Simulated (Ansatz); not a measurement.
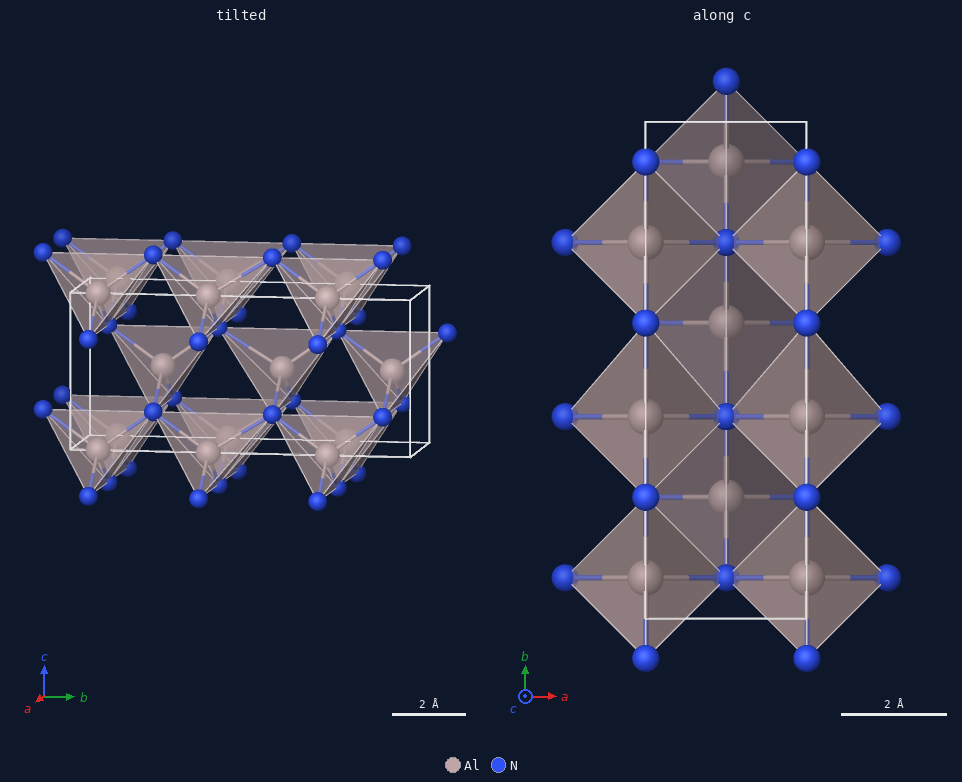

Crystal structure, polyhedral style, seen slightly off an axis and along the c axis. Lines trace the edges of the conventional unit cell. Some atoms of the next cells are drawn as well.

AlN, space group Pmn2_1 (No. 31), a = 3.09 Å, b = 9.52 Å, c = 4.37 Å, α = 90.00°, β = 90.00°, γ = 90.00°.

Level of theory and settings: Ansatz, DFT r2SCAN, scalar-relativistic, plane waves, PAW, a kinetic-energy cutoff of 500 eV, k-points about 0.29 Å⁻¹ apart, Gaussian smearing of 0.05 eV, no spin polarisation.

What is the band gap, if any?

An insulator at this level, with a gap of 3.75 eV on the k-mesh (the true edges may lie between mesh points, so the gap can be somewhat smaller).

What pressure does the calculation give for this cell?

The computed pressure is -4.0 GPa (stretched: it would shrink). The stress isn't hydrostatic: its largest component is 4.6 GPa.

Origin of the cell: a structure listed in the Materials Project. The cell was then strained or its atoms displaced on purpose. It went into a calculation with Ansatz.

At this level of theory the run's own cell isn't at rest (stretched, at -4 GPa and forces up to 1.3 eV/Å), so its distances can differ from those at equilibrium, the more so the softer the solid.
